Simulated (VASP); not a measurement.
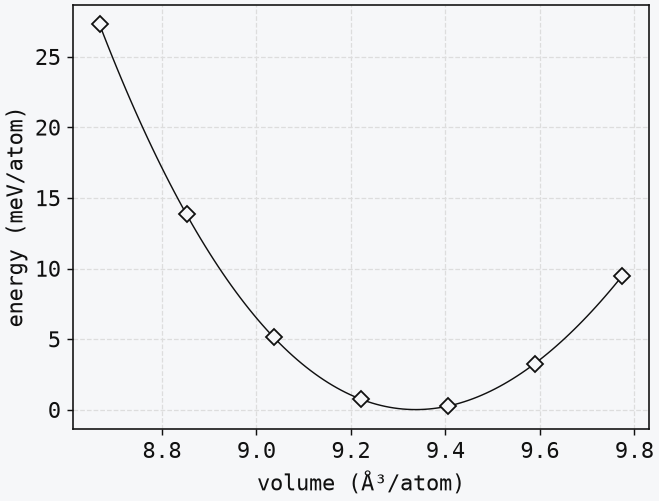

The plot gives the computed energy against volume.

Method: plane-wave DFT, no spin polarisation; energies at scaled volumes of the given cell, shape and fractions fixed, counted from the fit's minimum, third-order Birch-Murnaghan fit (VASP 6.6.1). Level: PBEsol.

Question: For which of these solids was it computed?
A. Ta₂N, P-3m1 (No. 164)
B. GaN, P6_3mc (No. 186)
C. MgO, Fm-3m (No. 225)

Answer: C, MgO: energy from 0.25 meV/atom to 27.30 meV/atom, V0 9.337 Å³/atom, B0 160 GPa. The others give: Ta₂N, energy from 1.23 meV/atom to 91.22 meV/atom, V0 13.22 Å³/atom, B0 303 GPa; GaN, energy from 0.15 meV/atom to 31.29 meV/atom, V0 11.37 Å³/atom, B0 188 GPa.

For GaN, limits of the calculation: shape and atomic fractions are frozen while scaling, which makes layered, chain and framework solids too stiff.

For Ta₂N, limits of the calculation: shape and atomic fractions are frozen while scaling, which makes layered, chain and framework solids too stiff.
